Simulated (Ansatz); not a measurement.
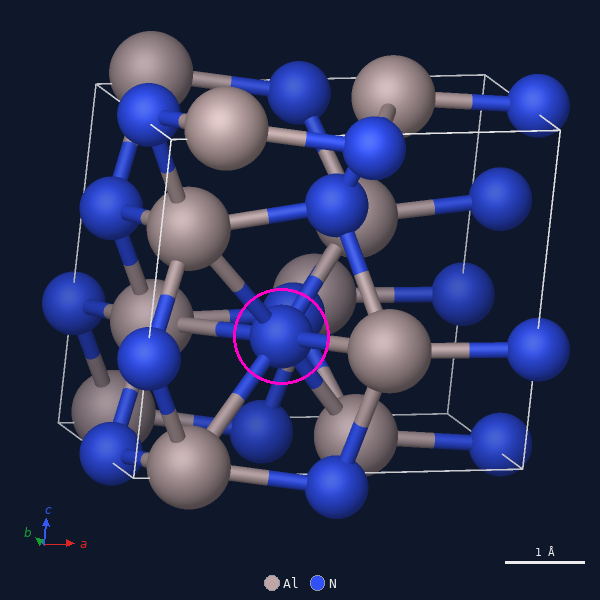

Shown here is a ball-and-stick view of the crystal, taken slightly off an axis. The parallelepiped is the supercell. The host is AlN, in a cell of 12 sites, and the cell carries a charge of -1. A ring marks the defect's site.

Question: What kind of defect was put in?

Answer: An interstitial nitrogen atom. It is bonded to six Al in a distorted octahedral arrangement at about 2.0 to 2.2 Å.

The atoms were relaxed in the host's cell with Ansatz, DFT PBE, scalar-relativistic, plane waves, PAW.
